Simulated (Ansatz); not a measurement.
## Single-point calculation of PtTe₂

- system: PtTe₂ (P-3m1, 3 atoms in the cell)
- method: DFT PBE+D3(BJ), scalar-relativistic, plane waves, PAW, PAW set soft_1, no spin polarisation (Ansatz 0.2.0)

The structure derives from an entry of the Crystallography Open Database. Figures and captions count atoms from 1; the log counts them from 0 in places.

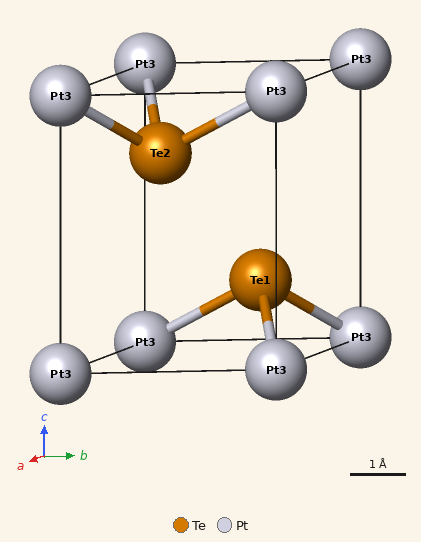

**Figure 1.** The structure (ball-and-stick view of the cell of the calculation, seen slightly off an axis; atoms are numbered from 1 in the order of the input).

Results in brief

```tsv
quantity	value
outcome	converged
space group (tolerance 0.01 Å)	P-3m1 (164)
electrons treated	50
free energy	−26487.5429 eV
Fermi energy	14.031 eV
gap on the k-point mesh	none (metallic)
pressure	4.07 GPa
largest force (length of the vector)	0.992 eV/Å
hardware	2 threads of AMD EPYC (Zen 5), 64 GiB of memory available, shared host
wall time	0.56 s (CPU time 1 s)
peak memory	0.42 GiB
```

Spin–orbit coupling is left out, which matters for Pt.

Input file
```yaml
crystal:
  lattice:
    - [4.0179999686, 0.0, 0.0]
    - [-2.0089999843, 3.4796900453, 0.0]
    - [0.0, 0.0, 5.212]
  atoms:
    - { symbol: Te, position: [0.3333333333, 0.6666666667, 0.25] }
    - { symbol: Te, position: [0.6666666667, 0.3333333333, 0.75] }
    - { symbol: Pt, position: [0.0, 0.0, 0.0] }
basis:
  ecutwfc: 420
kpoints:
  mp_grid: { grid: [6, 6, 4] }
hamiltonian:
  xc: pbe
  pseudopotentials: { kind: paw, azcp: { folder: soft_1 } }
  dispersion: d3bj
scf:
  occupations: { method: gaussian, width: 0.1 }
output:
  forces: true
  stress: true
  eigenvalues: true
```

Launch command:
```bash
ansatz run input.yaml --threads 2 --pin off --max-ram 6144MiB --backend cpu --events-out ev --progress --plain --runs-dir out
```

The program's output
```
Engine: ansatz 0.2.0, x86_64-unknown-linux-gnu
Pseudopotentials: kind: paw
Pseudopotential: Te, paw, valence charge 16, recommended cutoff 420 eV (normal), [file]
Pseudopotential: Pt, paw, valence charge 18, recommended cutoff 420 eV (normal), [file]
Functional definition: PBE
  parameter kappa = 0.804
  parameter beta = 0.06672455060314922
  exchange = pbe_x(kappa = kappa, mu = beta*pi^2/3)
  correlation = pbe_c(beta = beta)
Crystal: 3 atoms, lattice volume = 72.871 Å³
Basis set: ecut = 420 eV, 1409 PW (Γ), exchange–correlation on 54×54×72 points (8 copies of the dense FFT grid, shifted against one another)
Bands: 30, of which v1, the nominal top of the filled ones, is band 25 counted from 1 (24 counted from 0)
Symmetry: 12 space group operations
Space group: P-3m1 (ITA 164), of the structure as read, at distance tolerance 4.2e-5 Å
k-points: 24 of 144
Non-local potential: Te, projectors of the file, l = 0: 2, l = 1: 2, l = 2: 2, l = 3: 1
Non-local potential: Pt, projectors of the file, l = 0: 3, l = 1: 2, l = 2: 2, l = 3: 1
PAW form: soft (Blöchl's): semilocal exchange-correlation on the pseudo side does not see the compensation charge
PAW one-centre angular grid: Te, 590 points (default); XC on 64 Gauss nodes
PAW one-centre angular grid: Pt, 590 points (default); XC on 64 Gauss nodes
Initial density: superposition of atomic densities (chi_scale 0.1, normalization cell, long waves kept (reshape's long-wave potential 0.01 eV rms))
Initial wavefunctions: pseudopotential atomic-orbital guess
Functional: x = pbe(κ = 0.804, μ = 0.2195149727645171), c = pbe(β = 0.06672455060314922)
SCF iter   1: F=—  HF=-26488.484678 eV  |F-HF|=—  |Δ(HF+E_count)|=         —  Δρ=7.64e-2  dr2=5.58e0  ethr=3.10e-3  ⟨swp⟩=7.9  Hψ=3391  notcnv=0
preconditioner: auto → Kerker (q_TF=auto, 2.562 Å⁻¹)  [metal: Δε(μ)=0.007 eV  Ē_g=8.948 eV  σ=0.100 eV  W_gap=0.04  n_scr=22 (ndim 8)  ℏωp=20.4 eV  f_vac=0.006  D(μ)=1.22/eV (n_scr^D=2)]
SCF iter   2: F=—  HF=-26487.750995 eV  |F-HF|=—  |Δ(HF+E_count)|=   7.34e-1  Δρ=3.73e-2  dr2=1.38e0  ethr=3.10e-3  ⟨swp⟩=2.1  Hψ=1140  notcnv=0  defer=16
preconditioner: auto → Resta (q_TF=auto, 2.562 Å⁻¹)  ε∞=6.1  [insulator: Δε(μ)=0.256 eV  Ē_g=9.040 eV  σ=0.100 eV  W_gap=0.63  n_scr=22 (ndim 8)  ℏωp=20.4 eV  f_vac=0.009  D(μ)=0.67/eV (n_scr^D=2)  ε∞_Penn≈6.1]
SCF iter   3: F=—  HF=-26487.541816 eV  |F-HF|=—  |Δ(HF+E_count)|=   2.09e-1  Δρ=5.10e-3  dr2=1.66e-2  ethr=2.76e-3  ⟨swp⟩=2.0  Hψ=971  notcnv=0  defer=17
SCF iter   4: F=—  HF=-26487.542769 eV  |F-HF|=—  |Δ(HF+E_count)|=   9.52e-4  Δρ=6.10e-4  dr2=1.66e-4  ethr=3.32e-5  ⟨swp⟩=2.6  Hψ=1364  notcnv=0  defer=17
SCF iter   5: F=—  HF=-26487.542853 eV  |F-HF|=—  |Δ(HF+E_count)|=   8.46e-5  Δρ=1.89e-4  dr2=3.29e-5  ethr=3.31e-7  ⟨swp⟩=2.0  Hψ=1272  notcnv=0  defer=17
SCF iter   6: F=—  HF=-26487.542863 eV  |F-HF|=—  |Δ(HF+E_count)|=   1.00e-5  Δρ=5.88e-5  dr2=3.01e-6  ethr=6.58e-8  ⟨swp⟩=2.0  Hψ=1191  notcnv=0  defer=17
SCF iter   7: F=—  HF=-26487.542865 eV  |F-HF|=—  |Δ(HF+E_count)|=   1.89e-6  Δρ=1.93e-5  dr2=2.89e-7  ethr=6.02e-9  ⟨swp⟩=2.0  Hψ=1207  notcnv=0  defer=17
SCF iter   8: F=-26487.542865 eV  HF=-26487.542865 eV  |F-HF|=2.76e-10  |Δ(HF+E_count)|=   1.90e-7  Δρ=3.72e-6  dr2=1.17e-8  ethr=2.00e-10  ⟨swp⟩=10.7  Hψ=3759  notcnv=0
SCF 1 converged in 8 iterations: F = -26487.542865 eV  dr2 = 1.17e-8
  greatest PAW one-centre occupation: 1.000 electrons in one spin orbital (limit 2), on the Pt atom at site 2 (counted from 0), in its partial waves of l = 0
```

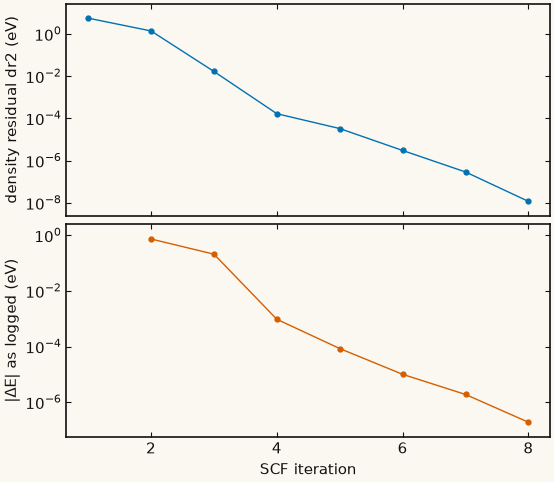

**Figure 2.** Convergence of the self-consistent field: density residual dr2 and size of the energy change against the SCF iteration. The residual falls at every step.

```
SCF converged after 8 iterations
Free energy (F): -26487.542865 eV
Harris-Foulkes:  -26487.542865 eV  (|F-HF|=2.76e-10)
Internal energy: -26487.539222 eV  (E = F + TS)
E sigma→0 (E₀):  -26487.541043 eV
Entropy (-TS):   -0.003643 eV (-1.214 meV/atom)
Fermi energy:    14.030823 eV
--- Per-component energies (eV) ---
  E_band       = -694.674494
  E_kinetic    = 945.437145
  E_local      = -5254.219519  (includes V_loc(G=0)·N_el)
  E_nonlocal   = 334.562380
  E_hartree    = 2433.309902
  E_xc         = -479.613043
  E_vxc        = -478.431670  (∫ρ·V_xc dr)
  E_paw        = -18825.916121  (= ΣΔE_a)
  E_vpaw       = -1108.640663  (= ΣTr[D̂ρ^β])
  E_aug_tail   = 0.001272  (compensation charges beyond the density's cutoff)
  E_ewald      = -5639.417950
  E_disp       = -1.683287  (pairwise vdW)
  E_smearing   = -0.003643  (= −TS)
  E_closure    = -0.000000  (closes the sum)
  Σ components = -26487.542865   (vs F -26487.542865, Δ=0.00e0)
--- Forces (eV/Å), atoms counted from 1 ---
  atom   1  Te     0.00000000    -0.00000000     0.99201759
  atom   2  Te    -0.00000000    -0.00000000    -0.99201759
  atom   3  Pt    -0.00000000    -0.00000000     0.00000000
  max |Σ_I F_I| component: 9.25e-18 eV/Å
--- Stress (GPa, compression-positive) ---
        4.478216      -0.000000      -0.000000
       -0.000000       4.478216       0.000000
       -0.000000      -0.000000       3.260931
  P = ⅓ Tr σ = 4.0725 GPa (40.725 kbar)
--- Band table (eV; the first three rows and the last of 24) ---
  k-point 0: bands = ["-85.4193", "-39.6295", "-39.6295", "-39.5014", "-23.6368", "-23.6368", "-23.6225", "-23.6219", "-23.6219", "-23.6211", "-23.6211", "-23.6188", "-23.6104", "-23.6104", "-0.2742", "3.2481", "7.1141", "7.9181", "7.9181", "9.9812", "9.9812", "11.2437", "13.4084", "13.4084", "15.1469", "15.1469", "15.3435", "16.7135", "18.3359", "19.8564"]
  k-point 1: bands = ["-85.4193", "-39.6295", "-39.6295", "-39.5014", "-23.6345", "-23.6345", "-23.6240", "-23.6240", "-23.6220", "-23.6211", "-23.6211", "-23.6193", "-23.6107", "-23.6107", "-0.0134", "2.4530", "7.9557", "7.9557", "8.1388", "9.9639", "9.9639", "11.3408", "13.0839", "13.0839", "14.0704", "15.6817", "15.6817", "17.1662", "19.1612", "19.4802"]
  k-point 2: bands = ["-85.4193", "-39.6295", "-39.6295", "-39.5014", "-23.6304", "-23.6304", "-23.6272", "-23.6272", "-23.6218", "-23.6218", "-23.6209", "-23.6203", "-23.6109", "-23.6109", "0.4285", "1.6222", "7.9944", "7.9944", "9.2006", "9.9484", "9.9484", "11.6930", "12.6004", "12.8299", "12.8299", "16.2499", "16.2499", "18.0386", "18.9869", "18.9869"]
  k-point 23: bands = ["-85.4192", "-39.6319", "-39.6319", "-39.5011", "-23.6301", "-23.6301", "-23.6269", "-23.6267", "-23.6202", "-23.6201", "-23.6201", "-23.6140", "-23.6120", "-23.6120", "2.1218", "2.1218", "7.7120", "7.7120", "7.7224", "9.7501", "9.7501", "9.9104", "10.2657", "11.1714", "11.1714", "16.4154", "16.4154", "19.8022", "20.7378", "20.7378"]
```

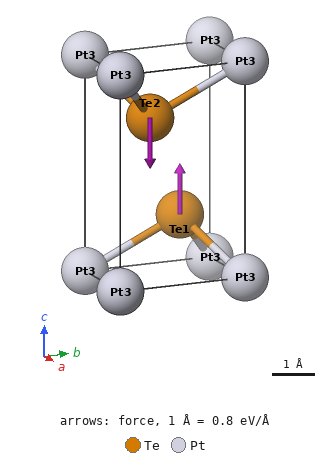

**Figure 3.** Forces on the atoms as pink arrows (ball-and-stick view of the cell of the calculation, seen slightly off an axis; atoms are numbered from 1 in the order of the input). The largest act on Te1, Te2 (0.99 eV/Å). The geometry is not a stationary point of this energy.

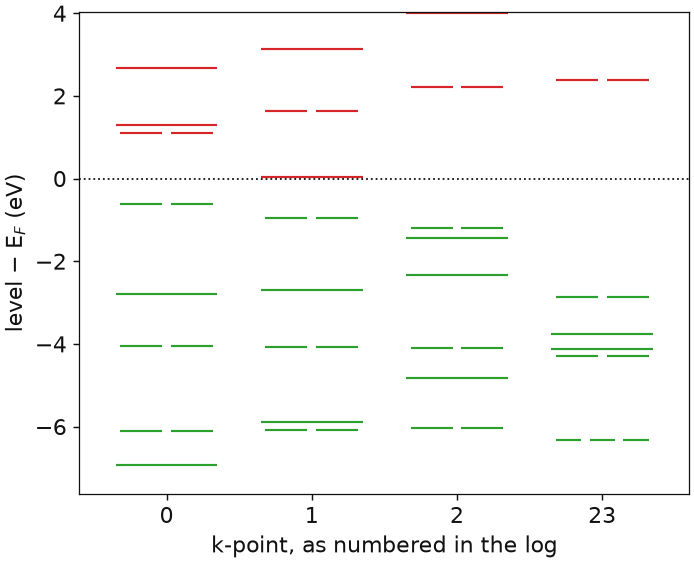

**Figure 4.** Kohn–Sham levels near the Fermi level (dotted) at the few k-points that the log prints; levels within 0.02 eV of each other stand side by side. The system is metallic on the full mesh.
